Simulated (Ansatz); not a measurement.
**Run report: Ga26Sb27, geometry relaxation (part 2 of 4)**

Continued. System: Ga26Sb27 (defect cell, 53 atoms in the cell). Method: DFT PBE, scalar-relativistic, plane waves, PAW, spin-polarised (Ansatz 0.2.0); cutoff 420 eV, 1×1×1 k-mesh, Gaussian smearing of 0.05 eV, collinear spins. The structure derives from an entry of the Crystallography Open Database.

### Output, continued
```
SCF iter   1: F=—  HF=-273431.372907 eV  |F-HF|=—  |Δ(HF+E_count)|=         —  Δρ=1.87e-3 (↑1.45e-3 ↓1.87e-3)  dr2=4.83e-2  dr2_m=2.74e-2  M=2.189 μB ∫|m|=2.239 μB  β_m=0.30  ethr=1.00e-4  ⟨swp⟩=6.0  Hψ=1841  notcnv=0  defer=120
preconditioner: auto → Kerker (q_TF=auto, 2.415 Å⁻¹)  [metal: Δε(μ)=0.020 eV  Ē_g=13.582 eV  σ=0.050 eV  W_gap=0.22  n_scr=338 (ndim 8)  ℏωp=20.5 eV  f_vac=0.105  D(μ)=58.59/eV (n_scr^D=458)]
spin=Collinear: Kerker preconditioning applied to the charge; magnetization (m = ρ↑ − ρ↓) channel mixes plain (no charge-response kernel on spin).
SCF iter   2: F=—  HF=-273431.377414 eV  |F-HF|=—  |Δ(HF+E_count)|=   4.51e-3  Δρ=1.32e-3 (↑1.06e-3 ↓1.32e-3)  dr2=2.62e-2  dr2_m=1.39e-2  M=2.191 μB ∫|m|=2.242 μB  β_m=0.65  ethr=6.50e-6  ⟨swp⟩=2.0  Hψ=1113  notcnv=0  defer=120
SCF iter   3: F=—  HF=-273431.382294 eV  |F-HF|=—  |Δ(HF+E_count)|=   4.88e-3  Δρ=1.13e-4 (↑1.13e-4 ↓1.03e-4)  dr2=1.39e-3  dr2_m=1.01e-5  M=2.194 μB ∫|m|=2.248 μB  β_m=0.70  ethr=3.53e-6  ⟨swp⟩=2.5  Hψ=1289  notcnv=0  defer=120
SCF iter   4: F=—  HF=-273431.382874 eV  |F-HF|=—  |Δ(HF+E_count)|=   5.80e-4  Δρ=5.72e-5 (↑5.56e-5 ↓5.72e-5)  dr2=5.09e-4  dr2_m=7.90e-6  M=2.185 μB ∫|m|=2.239 μB  β_m=0.72  ethr=1.87e-7  ⟨swp⟩=2.0  Hψ=1285  notcnv=0  defer=120
SCF iter   5: F=—  HF=-273431.382837 eV  |F-HF|=—  |Δ(HF+E_count)|=   3.72e-5  Δρ=2.82e-5 (↑2.82e-5 ↓2.56e-5)  dr2=1.81e-4  dr2_m=2.01e-6  M=2.179 μB ∫|m|=2.233 μB  β_m=0.79  ethr=6.85e-8  ⟨swp⟩=2.0  Hψ=1249  notcnv=0  defer=120
SCF iter   6: F=—  HF=-273431.382843 eV  |F-HF|=—  |Δ(HF+E_count)|=   6.66e-6  Δρ=1.40e-5 (↑1.40e-5 ↓1.27e-5)  dr2=4.81e-5  dr2_m=2.87e-7  M=2.169 μB ∫|m|=2.223 μB  β_m=0.89  ethr=2.43e-8  ⟨swp⟩=2.0  Hψ=1245  notcnv=0  defer=120
SCF iter   7: F=—  HF=-273431.382851 eV  |F-HF|=—  |Δ(HF+E_count)|=   7.47e-6  Δρ=6.15e-6 (↑5.89e-6 ↓6.15e-6)  dr2=9.97e-6  dr2_m=6.15e-8  M=2.162 μB ∫|m|=2.215 μB  β_m=0.95  ethr=6.48e-9  ⟨swp⟩=2.0  Hψ=1127  notcnv=0  defer=120
SCF iter   8: F=-273431.382852 eV  HF=-273431.382853 eV  |F-HF|=1.00e-6  |Δ(HF+E_count)|=   2.46e-6  Δρ=3.08e-6 (↑3.08e-6 ↓3.05e-6)  dr2=1.59e-6  dr2_m=5.54e-9  M=2.158 μB ∫|m|=2.211 μB  ethr=6.71e-10  ⟨swp⟩=4.0  Hψ=2163  notcnv=0
SCF 3 converged in 8 iterations: F = -273431.382852 eV  dr2 = 1.59e-6
  greatest PAW one-centre occupation: 0.996 electrons in one spin orbital (limit 2), on the Sb atom at site 28 (counted from 0), in its partial waves of l = 2
relax step   3: F+E_penalty+E_count = -273431.38285240 eV  Δ(F+E_penalty+E_count) = -4.465e-2 eV  max|allowed force component| = 4.761e-2 eV/Å  Δτ_max = 0.1060 Å  (8 SCF iters, dr2 threshold 4.99e-6 eV, accepted)
iter 1 solved again at ethr=2.14e-10 eV; its pass at ethr=3.10e-3 eV (dr2=1.59e-6 eV) is discarded
SCF iter   1: F=—  HF=-273431.382853 eV  |F-HF|=—  |Δ(HF+E_count)|=         —  Δρ=3.08e-6 (↑3.08e-6 ↓3.04e-6)  dr2=1.59e-6  dr2_m=5.57e-9  M=2.158 μB ∫|m|=2.211 μB  β_m=0.30  ethr=2.14e-10  ⟨swp⟩=1.0  Hψ=2090  notcnv=0  defer=120
preconditioner: auto → Kerker (q_TF=auto, 2.415 Å⁻¹)  [metal: Δε(μ)=0.026 eV  Ē_g=13.586 eV  σ=0.050 eV  W_gap=0.28  n_scr=338 (ndim 8)  ℏωp=20.5 eV  f_vac=0.105  D(μ)=59.87/eV (n_scr^D=530)]
spin=Collinear: Kerker preconditioning applied to the charge; magnetization (m = ρ↑ − ρ↓) channel mixes plain (no charge-response kernel on spin).
SCF iter   2: F=—  HF=-273431.382853 eV  |F-HF|=—  |Δ(HF+E_count)|=   1.03e-7  Δρ=2.06e-6 (↑2.06e-6 ↓2.06e-6)  dr2=1.18e-6  dr2_m=3.96e-9  M=2.158 μB ∫|m|=2.211 μB  β_m=0.42  ethr=2.14e-10  ⟨swp⟩=2.0  Hψ=961  notcnv=0  defer=120
SCF iter   3: F=—  HF=-273431.382853 eV  |F-HF|=—  |Δ(HF+E_count)|=   1.74e-7  Δρ=1.45e-6 (↑1.40e-6 ↓1.45e-6)  dr2=7.56e-7  dr2_m=2.02e-9  M=2.158 μB ∫|m|=2.211 μB  β_m=0.71  ethr=1.58e-10  ⟨swp⟩=2.0  Hψ=844  notcnv=0  defer=120
SCF iter   4: F=-273431.382854 eV  HF=-273431.382854 eV  |F-HF|=4.10e-8  |Δ(HF+E_count)|=   2.25e-7  Δρ=4.64e-7 (↑4.64e-7 ↓4.38e-7)  dr2=7.76e-8  dr2_m=1.71e-10  M=2.157 μB ∫|m|=2.210 μB  ethr=1.35e-11  ⟨swp⟩=2.0  Hψ=2626  notcnv=0
SCF 4 converged in 4 iterations: F = -273431.382854 eV  dr2 = 7.76e-8
relax step   4: F+E_penalty+E_count = -273431.38285366 eV  Δ(F+E_penalty+E_count) = -1.256e-6 eV  max|allowed force component| = 4.767e-2 eV/Å  Δτ_max = 0.0000 Å  (4 SCF iters, accepted)
```

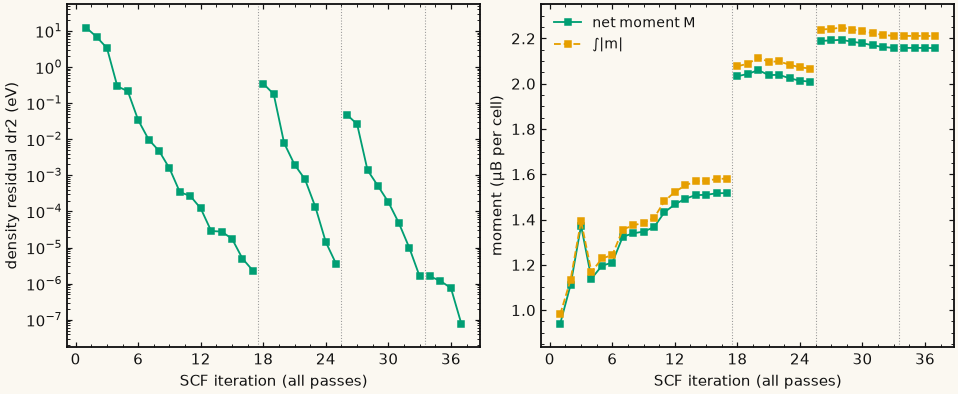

*Convergence of the self-consistent field: density residual dr2 and magnetic moment against the SCF iteration. The dotted lines part the SCF passes of the relaxation: geometry steps, rejected trials and re-solves on a re-selected basis.*

The passes take 17, 8, 8 and 4 iterations. The net moment goes from 0.9 to 2.2 μB per cell.

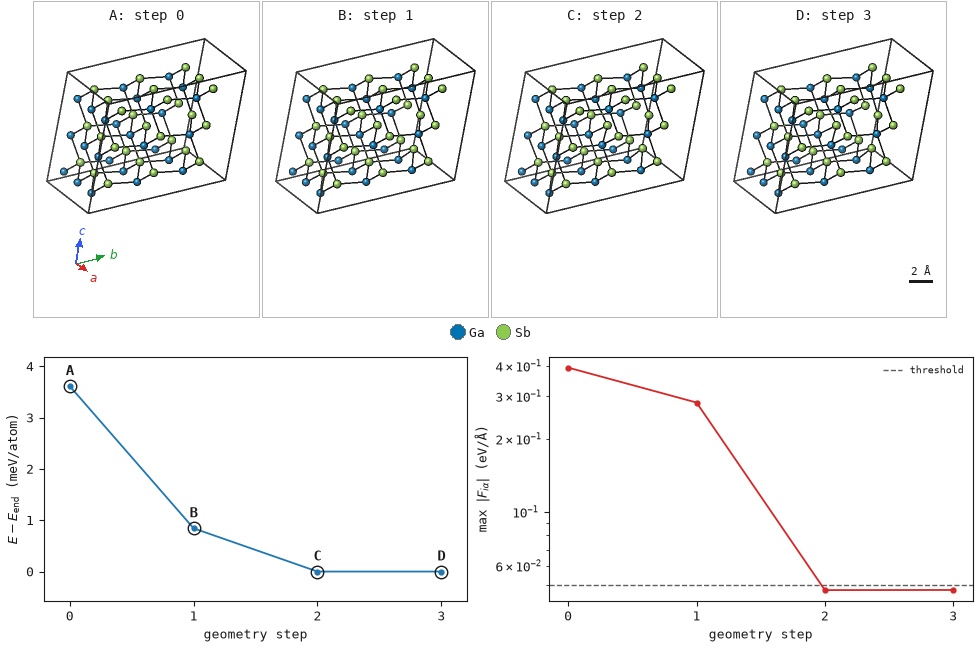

*Frames of the relaxation (ball-and-stick view of the cell of the calculation (origin shifted), seen slightly off an axis) above the curves, on which the letters mark them (the first geometry is step 0 here and step 1 in the log).*

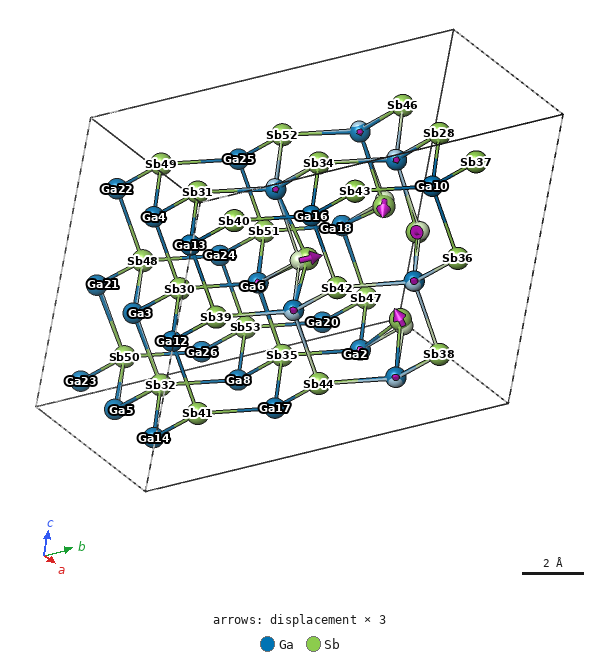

*Start (faint) and end (solid) with the displacements as pink arrows, magnified 3 times (ball-and-stick view of the cell of the calculation (origin shifted), seen slightly off an axis).*

After 3 geometry steps the energy has fallen by 3.6 meV per atom. Largest force component: 0.39 eV/Å at the start, 0.048 eV/Å at the end. The largest moves, 0.27 Å, are those of Sb33 and Sb45. By element the largest moves are Sb 0.27 Å, Ga 0.09 Å. The cell doesn't change. Among the contacts that change: Ga19–Sb45 2.611 → 2.657 Å, Ga15–Sb33 2.627 → 2.661 Å, Ga3–Sb27 2.698 → 2.665 Å, Ga11–Sb37 2.649 → 2.678 Å. Among the angles that change: Sb36–Ga18–Sb45 108.6° → 115.7°, Ga6–Sb33–Ga15 111.3° → 104.4°, Sb27–Ga1–Sb28 110.0° → 116.0°. (Atoms are counted from 1 in the order of the input.)

```
SCF converged after 4 iterations
Magnetization: 2.1574 μB (372.5787 up, 370.4213 down)
Absolute magnetization: 2.2050 μB (∫|ρ↑−ρ↓|, with the PAW one-centre terms)
Spin contamination: 0.0487 ħ² per cell (⟨S²⟩ above its minimum at these occupations)
Per-site moments (μB) at R_I (Å): [(0.014361896570909019, 1.0979200362667816), (0.014398596804864229, 1.0969409443138298), (0.014038322378479814, 1.099207587483623), (0.007014854376446168, 1.0941869863659213), (0.013797118940599826, 1.0987837888790384), (0.013855554825934318, 1.0953950377650272), (0.013854478553958483, 1.0970611628699802), (0.015531515684775024, 1.0914683568198211), (0.01391884259891787, 1.0984878847571737), (0.006984069025569299, 1.0940431451027952), (0.013907993222714491, 1.098876929305712), (0.00695980984506674, 1.0941308943920423), (0.0069597946822585665, 1.0938841722630064), (0.010357763171269284, 1.0939376449085572), (0.013419053117523616, 1.0977197511526207), (0.010366025436031467, 1.093904065566311), (0.010376945998679487, 1.0939499144030458), (0.013919538322046952, 1.0959426747451733), (0.013658539181544117, 1.0960243948382502), (0.015404348809657928, 1.0914773035056677), (0.013345668832520264, 1.0980278844054179), (0.01035723313168874, 1.0939901192660724), (0.010367900076105814, 1.0938505750167469), (0.015347046599063625, 1.090852197932924), (0.010384754392046397, 1.0939777806799158), (0.015408197205992026, 1.0905307257132886), (0.07964550879644365, 1.0979200362667816), (0.03970859976067258, 1.0940431451027952), (0.07776649919663273, 1.0969409443138298), (0.03911750426200443, 1.0941308943920423), (0.03884489730885869, 1.0941321238678179), (0.015690021171816095, 1.0939376449085572), (0.07452682295419333, 1.0953950377650272), (0.015928135261744653, 1.0941620606851148), (0.015999458823856106, 1.0941511217957722), (0.03919664587940904, 1.0942435051159323), (0.03891058722567153, 1.0941583853933725), (0.015657151863544196, 1.0940624111171937), (0.03835510927544484, 1.0942943494738049), (0.015717061111867717, 1.0938841722630064), (0.015757397931855665, 1.0942175095604587), (0.015751618318284078, 1.093904065566311), (0.01583135576317079, 1.094646124988583), (0.015877205462806503, 1.0939499144030458), (0.07535784190735277, 1.0959426747451733), (0.01579692617479178, 1.094141329156411), (0.015947947630168824, 1.0943610464430455), (0.01575023462884116, 1.0939901192660724), (0.01580332402525806, 1.0947901845526673), (0.015790762305084704, 1.0938505750167469), (0.01606810975748661, 1.094142356954301), (0.016058684847936107, 1.0939777806799158), (0.010634938979050096, 1.0905307257132886)]
Free energy (F): -273431.382854 eV
Harris-Foulkes:  -273431.382854 eV  (|F-HF|=4.10e-8)
Internal energy: -273431.307987 eV  (E = F + TS)
E sigma→0 (E₀):  -273431.345420 eV
Entropy (-TS):   -0.074867 eV (-1.413 meV/atom)
Fermi energy:    7.735742 eV
--- Per-component energies (eV) ---
  E_band       = -7021.465051
  E_kinetic    = 8630.425440
  E_local      = -104220.156188  (includes V_loc(G=0)·N_el)
  E_nonlocal   = 20847.637432
  E_hartree    = 47968.519834
  E_xc         = -5525.219782
  E_vxc        = -4095.799102  (∫ρ·V_xc dr)
  E_paw        = -175286.818535  (= ΣΔE_a)
  E_vpaw       = -24120.610530  (= ΣTr[D̂ρ^β])
  E_aug_tail   = -0.002699  (compensation charges beyond the density's cutoff)
  E_ewald      = -65845.693489
  E_smearing   = -0.074867  (= −TS)
  E_closure    = 0.000000  (closes the sum)
  Σ components = -273431.382854   (vs F -273431.382854, Δ=0.00e0)
--- Forces (eV/Å), atoms counted from 1 ---
  atom   1  Ga    -0.01634306     0.00360509    -0.00488477
  atom   2  Ga     0.00021038    -0.00075355    -0.01171276
  atom   3  Ga    -0.01240522    -0.00091827    -0.00680679
  atom   4  Ga    -0.00092395     0.00785863     0.01107712
  atom   5  Ga     0.00998006    -0.00401458    -0.00602323
  atom   6  Ga    -0.01886139    -0.02563073    -0.01037341
  atom   7  Ga     0.01556181     0.00499745    -0.01366718
  atom   8  Ga    -0.00360605     0.00903152     0.00648697
  atom   9  Ga    -0.00449639    -0.00114792    -0.01454770
  atom  10  Ga     0.00189812    -0.00352000     0.01089566
  atom  11  Ga     0.00065359     0.00412711    -0.01132278
  atom  12  Ga     0.01243053     0.01116266    -0.00224496
  atom  13  Ga    -0.01309378    -0.01074396    -0.00707230
  atom  14  Ga    -0.00007740     0.00024727     0.00518823
  atom  15  Ga    -0.01690425    -0.00072781     0.01253844
  atom  16  Ga     0.00402623     0.00168762     0.00303569
  atom  17  Ga     0.00104387     0.00812348    -0.00222348
  atom  18  Ga    -0.01211920    -0.00212203    -0.01542545
  atom  19  Ga     0.00446063     0.01749057    -0.02028674
  atom  20  Ga     0.00311590    -0.00457600     0.00080799
  atom  21  Ga     0.00505850    -0.00792688     0.00511769
  atom  22  Ga     0.00888119    -0.00670418    -0.00158808
  atom  23  Ga    -0.00197463    -0.00213552     0.00214152
  atom  24  Ga     0.00672345    -0.00189283    -0.00001098
  atom  25  Ga     0.00199788    -0.00090192     0.00035652
  atom  26  Ga    -0.00249893    -0.00245428    -0.00243323
  atom  27  Sb     0.04267539     0.02452981     0.03947984
  atom  28  Sb     0.00158378    -0.00140170     0.03257851
  atom  29  Sb    -0.02642152    -0.02767014     0.04767028
  atom  30  Sb    -0.00116581     0.03513025    -0.01067658
  atom  31  Sb    -0.03705093    -0.01240614     0.00357837
  atom  32  Sb     0.01174385    -0.00462652     0.00738133
  atom  33  Sb    -0.01437763     0.03738811    -0.01456719
  atom  34  Sb     0.00639955     0.00076371    -0.00828195
  atom  35  Sb    -0.00286568    -0.00982309    -0.00526197
  atom  36  Sb     0.04119490     0.01232541     0.00764138
  atom  37  Sb    -0.00226129    -0.03962850    -0.00489101
  atom  38  Sb    -0.00757789     0.00485002     0.00619067
  atom  39  Sb    -0.00532318     0.00277775    -0.04250505
  atom  40  Sb     0.00439967     0.00923541     0.00472791
  atom  41  Sb    -0.00443961    -0.00813060     0.00412804
  atom  42  Sb    -0.00098552     0.00805450     0.00491742
  atom  43  Sb    -0.00527029    -0.00032304    -0.00301524
  atom  44  Sb    -0.00605525     0.00073440     0.00819001
  atom  45  Sb     0.03100725    -0.02685554    -0.00269574
  atom  46  Sb    -0.00187115    -0.00271098     0.00702775
  atom  47  Sb     0.00006494     0.00335891    -0.00222833
  atom  48  Sb     0.00018846     0.00936176     0.00018384
  atom  49  Sb     0.00221769    -0.00076297    -0.00384515
  atom  50  Sb    -0.00104135    -0.00611436    -0.00088551
  atom  51  Sb     0.00250138    -0.00206755     0.00085568
  atom  52  Sb    -0.00156857     0.00269708    -0.00045551
  atom  53  Sb     0.00156179    -0.00084554    -0.00225192
  max |Σ_I F_I| component: 1.19e-5 eV/Å
```
